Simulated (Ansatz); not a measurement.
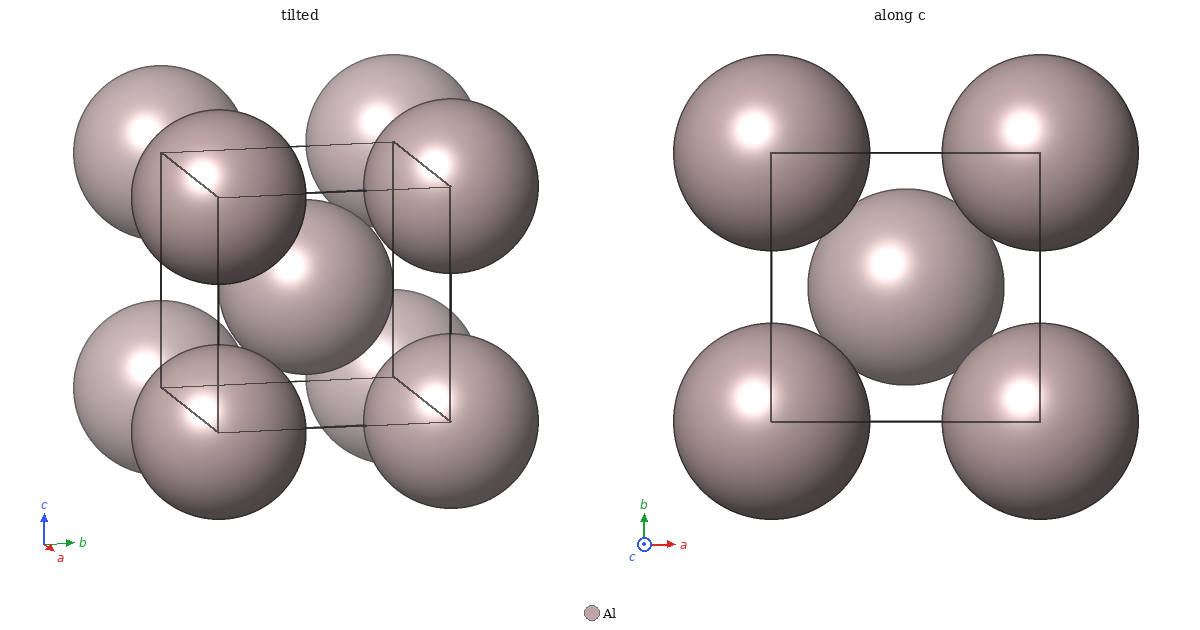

The structure above is drawn in space-filling style and viewed slightly off an axis and along the c axis. The wireframe shows the conventional unit cell.

Give a description of the structure.

The element is aluminium. The atoms follow space group Im-3m (No. 229); the Bravais lattice is body-centred cubic. The arrangement is known as body-centred cubic (W type). The cell holds two atoms. Al is linked to eight Al in a cubic arrangement.

Starting structure: a structure listed in the Materials Project. The cell was then strained or its atoms displaced on purpose. A calculation with Ansatz used it as input.

At this level of theory the cell isn't at rest (stretched, at -6 GPa), so its distances can differ from those at equilibrium, the more so the softer the solid.
